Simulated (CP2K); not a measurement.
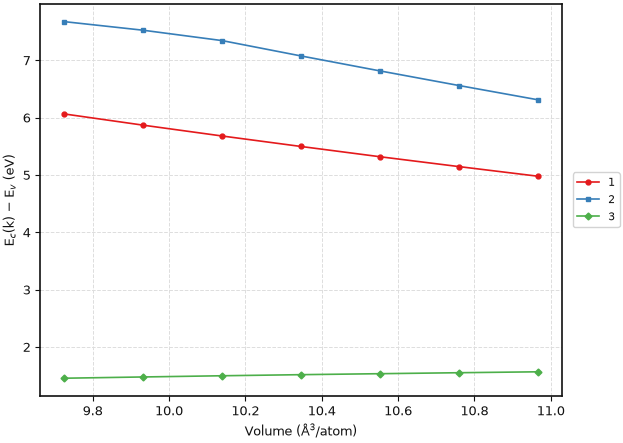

Lowest conduction level at each named k point, counted from the valence-band top at Γ. The curves are numbered.

System: zincblende SiC, space group F-43m (No. 216), 2 atoms in the primitive cell. The cell is scaled uniformly. Method: LDA, GTH_POTENTIALS Si GTH-PADE-q4, C GTH-PADE-q4; TZVP-MOLOPT-PBE-GTH basis, no spin polarisation, no spin-orbit coupling, 10×10×10 k mesh, Fermi-Dirac smearing of 0.05 eV (CP2K).

Which curve belongs to which k point: L, X and Γ?

Answer. 1 is L; 2 is Γ; 3 is X. X rises by 0.11 eV, L falls by 1.09 eV and Γ falls by 1.37 eV.

Which of these conduction levels is lowest, and does that change?

Answer. The lowest is the one at X, over the whole range, so among these points the gap stays indirect.

The basis of atomic orbitals isn't converged, which shifts gaps and empty levels. LDA, GGA and most meta-GGA functionals understate gaps.
